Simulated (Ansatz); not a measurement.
System: Ta, space group Fm-3m (No. 225), 1 atom in the cell.

```yaml
crystal:
  lattice:
    - [0.00000, 2.08591, 2.08591]
    - [2.08591, 0.00000, 2.08591]
    - [2.08591, 2.08591, 0.00000]
  atoms:
    - { symbol: Ta, position: [0.00000, 0.00000, 0.00000] }
```

Computed with Ansatz: DFT, r2SCAN, PAW with Ansatz's default frozen-core files, scalar-relativistic, no spin polarisation, 14×14×14 k mesh.

What does the calculation give for the electronic structure? The path is Γ–X–U–K–Γ–L–W–X.

A metal: 2 bands cross the Fermi level along this path. Bands cross the Fermi level on Γ–X, U–K, K–Γ, Γ–L, L–W and W–X, and not on X–U. At L the nearest levels lie 4.98 eV below and 0.29 eV above the Fermi level. The density of states at the Fermi level is about 1.1 per eV and cell (mean within 0.25 eV).

The cell is at 5 GPa in this functional. Spin-orbit coupling is left out, which matters for Ta.

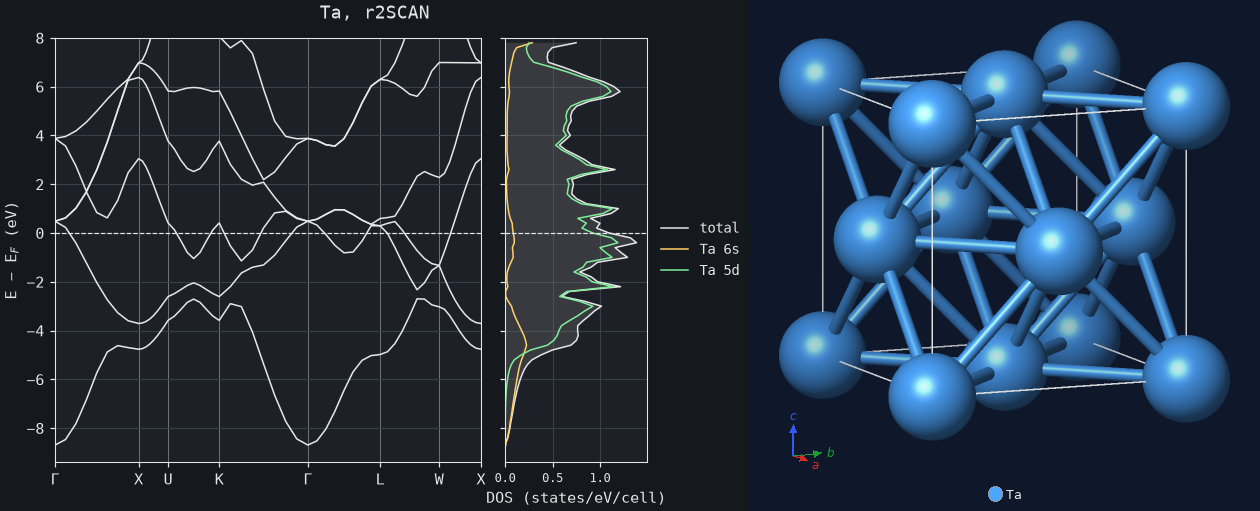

Band structure and density of states, beside the structure. Energies are counted from the Fermi level. The path runs straight from each named point to the next. The partial curves are projected on Löwdin-orthogonalised atomic shells.
